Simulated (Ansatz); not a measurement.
# Geometry relaxation of BN (part 2 of 2)

BN (P6₃/mmc, 4 atoms in the cell); DFT PBE+D3(BJ), scalar-relativistic, plane waves, PAW, no spin polarisation (Ansatz 0.2.0); cutoff 420 eV, 12×12×4 k-mesh, Gaussian smearing of 0.02 eV. The structure derives from an entry of the Crystallography Open Database. It belongs to a series of runs on one base structure; here: volume × 0.94, shape and atoms relaxed.

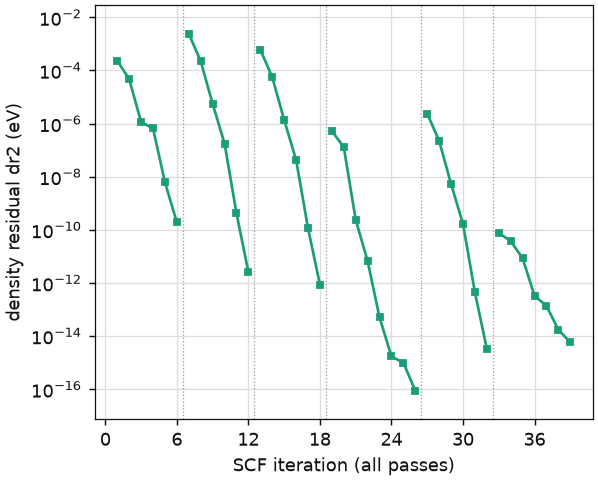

Convergence of the self-consistent field: density residual dr2 against the SCF iteration. The dotted lines part the SCF passes of the relaxation: geometry steps, rejected trials and re-solves on a re-selected basis. The 6 passes take 6 to 8 iterations each, 39 in all.

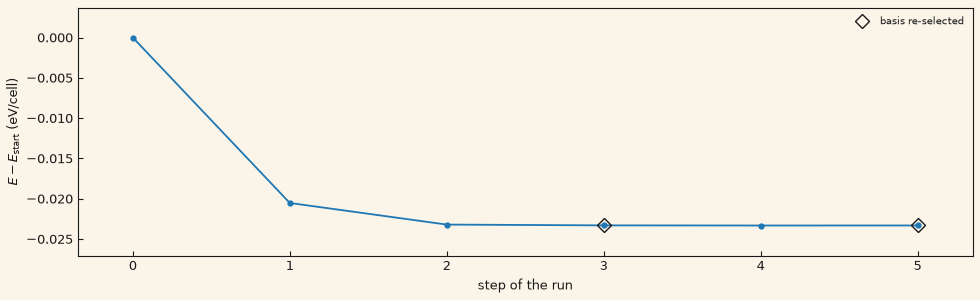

Progress of the relaxation, step by step (the first geometry is step 0 here and step 1 in the log).

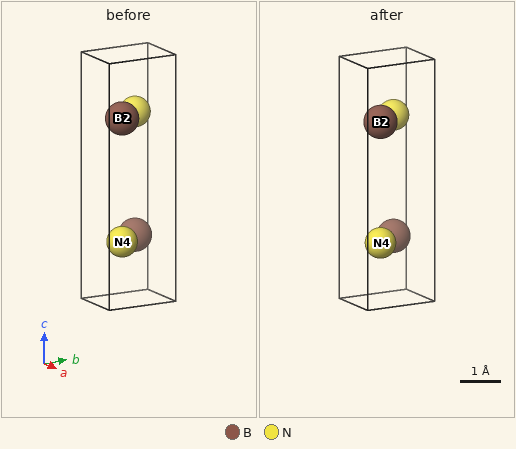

Before (left) and after (right) the relaxation, at one scale (ball-and-stick view of the cell of the calculation, seen slightly off an axis). No atom moves by more than 0.005 Å relative to the cell. The drawn cell changes at constant volume: a = b 2.478 → 2.501 Å (+0.9 %), c 6.361 → 6.243 Å (−1.8 %). Among the contacts that change: B1–N4 1.431 → 1.444 Å. The space group stays P6_3/mmc (No. 194). The energy falls by 23.3 meV per cell of the calculation in 3 geometry steps. All forces vanish by symmetry, so only the cell relaxes. The pressure goes from 9.39 to 2.34 GPa. The basis was re-selected once at an unchanged geometry, which shifts the energy a little without any move. The energy change given includes the shifts at the re-selections in mid-walk, which come without any move. A last SCF at the same geometry on a re-selected plane-wave basis shifts the energy by +0.0 meV per cell of the calculation. (Atoms are counted from 1 in the order of the input.)

```
basis re-selected at this cell: Δ(F+E_penalty+E_count) = +4.436e-6 eV, ΔP = -0.000 GPa vs the last step (what re-selecting the basis moved, of the pressure what is left beyond the Pulay correction that the steps carried, after the strain that the cell walked since its last selection, with what the two solves' SCF thresholds leave and, on support functions, any second-order correction that the steps lacked; it is no measure of the basis error at this ecutwfc). This SCF's stress stands 2.47e-3 GPa from its target on what of the cell is left free (relax.cell.stress_tol is 1.00e-1 GPa) and its largest allowed force component is 1.02e-15 eV/Å (relax.f_tol is 1.00e-2 eV/Å): within both
SCF converged after 7 iterations
Free energy (F): -1085.358321 eV
Harris-Foulkes:  -1085.358321 eV  (|F-HF|=0.00e0)
Internal energy: -1085.358321 eV  (E = F + TS)
E sigma→0 (E₀):  -1085.358321 eV
Fermi energy:    7.573828 eV
--- Per-component energies (eV) ---
  E_band       = -26.974975
  E_kinetic    = 367.660493
  E_local      = -634.257742  (includes V_loc(G=0)·N_el)
  E_nonlocal   = 115.783106
  E_hartree    = 199.406892
  E_xc         = -184.705710
  E_vxc        = -229.205567  (∫ρ·V_xc dr)
  E_paw        = -413.709850  (= ΣΔE_a)
  E_vpaw       = -45.769244  (= ΣTr[D̂ρ^β])
  E_aug_tail   = 0.000194  (compensation charges beyond the density's cutoff)
  E_ewald      = -534.926107
  E_disp       = -0.609597  (pairwise vdW)
  E_smearing   = -0.000000  (= −TS)
  E_closure    = 0.000000  (closes the sum)
  Σ components = -1085.358321   (vs F -1085.358321, Δ=0.00e0)
--- Forces (eV/Å), atoms counted from 1 ---
  atom   1  B      0.00000000    -0.00000000     0.00000000
  atom   2  B     -0.00000000     0.00000000    -0.00000000
  atom   3  N      0.00000000    -0.00000000     0.00000000
  atom   4  N      0.00000000     0.00000000    -0.00000000
  max |Σ_I F_I| component: 1.20e-16 eV/Å
--- Stress (GPa, compression-positive) ---
        2.344026      -0.000000      -0.000000
        0.000000       2.344026       0.000000
       -0.000000       0.000000       2.340326
  P = ⅓ Tr σ = 2.3428 GPa (23.428 kbar)
--- Band table (eV; the first three rows and the last of 57) ---
  k-point 0: bands = ["-12.4612", "-11.9983", "-1.0900", "1.7389", "4.1050", "4.1050", "4.1733", "4.1733", "11.1431", "16.4770", "17.0027", "17.0027"]
  k-point 1: bands = ["-12.3987", "-12.0719", "-0.7500", "1.2115", "4.1150", "4.1150", "4.1632", "4.1632", "11.9752", "15.6655", "17.0307", "17.0307"]
  k-point 2: bands = ["-12.2409", "-12.2409", "0.1452", "0.1452", "4.1388", "4.1388", "4.1388", "4.1388", "13.8428", "13.8428", "17.1004", "17.1004"]
  k-point 56: bands = ["-8.5477", "-8.5477", "-2.4732", "-2.4732", "-1.7221", "-1.7221", "5.4335", "5.4335", "10.0706", "10.0706", "17.4527", "17.4527"]
--- Relaxed structure (4 steps of the walk, 4 accepted, 2 SCFs on fresh bases) ---
  F+E_penalty+E_count = -1085.35832116 eV   max|allowed force component| = 1.018e-15 eV/Å   (the final SCF, on the basis selected at the relaxed cell)
  cell:  # Å, volume = 33.8252 Å³
    - [2.5011609097779863, -1.5371923291175508e-36, 0.0]
    - [-1.2505804548889932, 2.1660688868203346, 0.0]
    - [0.0, 0.0, 6.243476540790287]
  atoms:
    - { symbol: B, position: [0.3333333333333333, 0.6666666666666666, 0.25] }
    - { symbol: B, position: [0.6666666666666665, 0.3333333333333333, 0.7499999999999999] }
    - { symbol: N, position: [0.3333333333333333, 0.6666666666666666, 0.7499999999999999] }
    - { symbol: N, position: [0.6666666666666665, 0.3333333333333333, 0.25] }
```

## Trajectory as extended XYZ (Å, eV, eV/Å), 6 frames, from step=1 to step=6
```
4
Lattice="2.4780 0.0000 0.0000 -1.2390 2.1460 0.0000 0.0000 0.0000 6.3606" Properties=species:S:1:pos:R:3:forces:R:3 step=1 energy=-1085.33501 pressure_GPa=9.39
B     0.0000    1.4307    1.5902    0.0000   0.0000   0.0000
B     1.2390    0.7153    4.7705    0.0000   0.0000   0.0000
N     0.0000    1.4307    4.7705    0.0000   0.0000   0.0000
N     1.2390    0.7153    1.5902    0.0000   0.0000   0.0000
4
Lattice="2.4931 0.0000 0.0000 -1.2465 2.1591 0.0000 0.0000 0.0000 6.2841" Properties=species:S:1:pos:R:3:forces:R:3 step=2 energy=-1085.35553 pressure_GPa=4.76
B     0.0000    1.4394    1.5710    0.0000   0.0000   0.0000
B     1.2465    0.7197    4.7130    0.0000   0.0000   0.0000
N     0.0000    1.4394    4.7130    0.0000   0.0000   0.0000
N     1.2465    0.7197    1.5710    0.0000   0.0000   0.0000
4
Lattice="2.5007 0.0000 0.0000 -1.2503 2.1657 0.0000 0.0000 0.0000 6.2459" Properties=species:S:1:pos:R:3:forces:R:3 step=3 energy=-1085.35821 pressure_GPa=2.48
B     0.0000    1.4438    1.5615    0.0000   0.0000   0.0000
B     1.2503    0.7219    4.6844    0.0000   0.0000   0.0000
N     0.0000    1.4438    4.6844    0.0000   0.0000   0.0000
N     1.2503    0.7219    1.5615    0.0000   0.0000   0.0000
4
Lattice="2.5007 0.0000 0.0000 -1.2503 2.1657 0.0000 0.0000 0.0000 6.2459" Properties=species:S:1:pos:R:3:forces:R:3 step=4 energy=-1085.35831 pressure_GPa=2.48
B     0.0000    1.4438    1.5615    0.0000   0.0000   0.0000
B     1.2503    0.7219    4.6844    0.0000   0.0000   0.0000
N     0.0000    1.4438    4.6844    0.0000   0.0000   0.0000
N     1.2503    0.7219    1.5615    0.0000   0.0000   0.0000
4
Lattice="2.5012 0.0000 0.0000 -1.2506 2.1661 0.0000 0.0000 0.0000 6.2435" Properties=species:S:1:pos:R:3:forces:R:3 step=5 energy=-1085.35833 pressure_GPa=2.34
B     0.0000    1.4440    1.5609    0.0000   0.0000   0.0000
B     1.2506    0.7220    4.6826    0.0000   0.0000   0.0000
N     0.0000    1.4440    4.6826    0.0000   0.0000   0.0000
N     1.2506    0.7220    1.5609    0.0000   0.0000   0.0000
4
Lattice="2.5012 0.0000 0.0000 -1.2506 2.1661 0.0000 0.0000 0.0000 6.2435" Properties=species:S:1:pos:R:3:forces:R:3 step=6 energy=-1085.35832 pressure_GPa=2.34
B     0.0000    1.4440    1.5609    0.0000   0.0000   0.0000
B     1.2506    0.7220    4.6826    0.0000   0.0000   0.0000
N     0.0000    1.4440    4.6826    0.0000   0.0000   0.0000
N     1.2506    0.7220    1.5609    0.0000   0.0000   0.0000
```

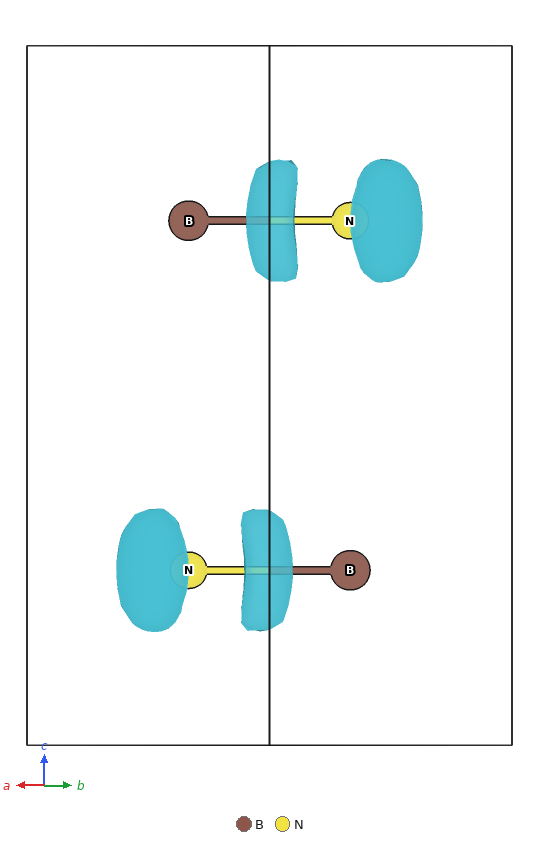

Isosurface of the ELF at 0.85 (cyan), seen along [110]. Only the valence region is drawn (cores and ρ < 0.01 e/Å³ removed). Sticks mark near contacts. The outline is the cell set on symmetry axes. The ELF exceeds this value in six regions between bonded B–N atoms (shared pairs), counted in one cell of 4 atoms.  Values along the shortest contacts: The fields are those of the smooth PAW valence density.

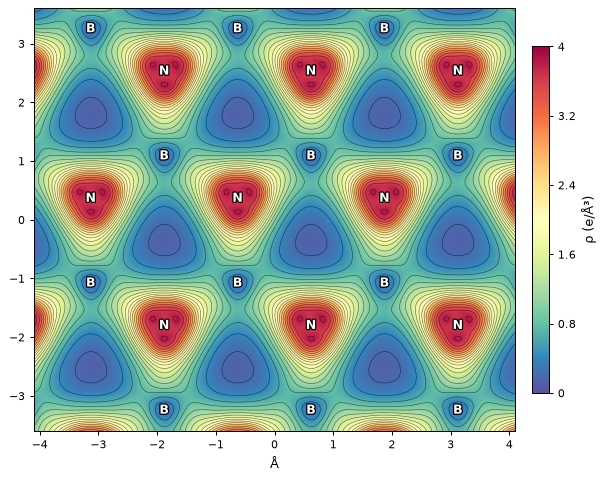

Valence charge density (pseudo) on the (001) plane of the conventional cell. B–N (1.44 Å): the density is about 1.8 e/Å³ at the midpoint. Away from the nuclei the density in this plane falls to 0.14 e/Å³ at its lowest.

This output came from the following input.

## The input
```yaml
crystal:
  lattice:
    - [2.4780253774, 0.0, 0.0]
    - [-1.2390126887, 2.1460329281, 0.0]
    - [0.0, 0.0, 6.3606024181]
  atoms:
    - { symbol: B, position: [0.3333333333, 0.6666666667, 0.25] }
    - { symbol: B, position: [0.6666666667, 0.3333333333, 0.75] }
    - { symbol: "N", position: [0.3333333333, 0.6666666667, 0.75] }
    - { symbol: "N", position: [0.6666666667, 0.3333333333, 0.25] }
basis:
  ecutwfc: 420
kpoints:
  mp_grid: { grid: [12, 12, 4] }
hamiltonian:
  xc: pbe
  dispersion: d3bj
scf:
  occupations: { method: gaussian, width: 0.02 }
output:
  forces: true
  stress: true
  eigenvalues: true
  write_density: true
  write_potential: true
  elf: true
  volumetric_format: npy
relax:
  adjacent_minimum: "off"
  f_tol: 0.01
  max_steps: 30
  cell: { stress_tol: 0.1, fix: [volume] }
```

Command:
```bash
ansatz run input.yaml --threads 1 --pin off --max-ram 2560MiB --backend cpu --events-out ev --progress --plain --runs-dir out
```

## Results in brief

```tsv
quantity	value
outcome	converged
space group (tolerance 0.01 Å)	P6₃/mmc (194)
electrons treated	16
free energy	−1085.3583 eV
Fermi energy	7.574 eV
gap on the k-point mesh	4.15 eV
pressure	2.34 GPa
final volume	33.83 Å³
largest force (length of the vector) at the end	under 0.001 eV/Å
final cell	a = 2.501 Å, b = 2.501 Å, c = 6.243 Å, α = 90.00°, β = 90.00°, γ = 120.00°
hardware	1 thread of Arm Neoverse V1, 24 GiB of memory available, shared host
wall time	10 s
peak memory	0.28 GiB
```
